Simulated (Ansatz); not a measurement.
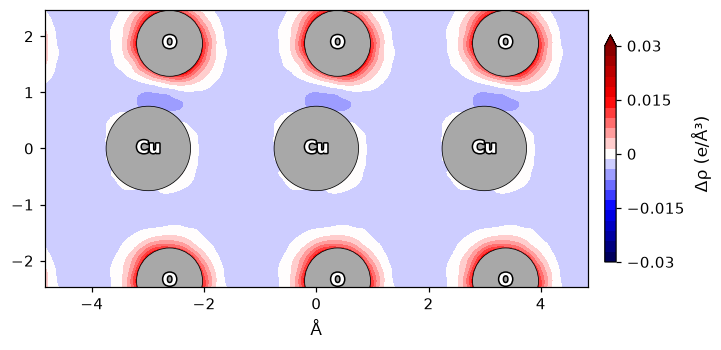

CuO. Difference of the valence pseudo-densities of two functionals at the same geometry, on the (11̄0) plane of the calculation cell: PBE less PBEsol.

Both computed with Ansatz (plane waves, PAW), on the same k-point mesh. Grey discs cover the atomic cores.

> Where does the change of functional move the electrons?

Against PBEsol, PBE gives less density in the space between the atoms (−0.002 e/Å³ on average) and a change of −0.005 e/Å³ at the midpoint of Cu–O.
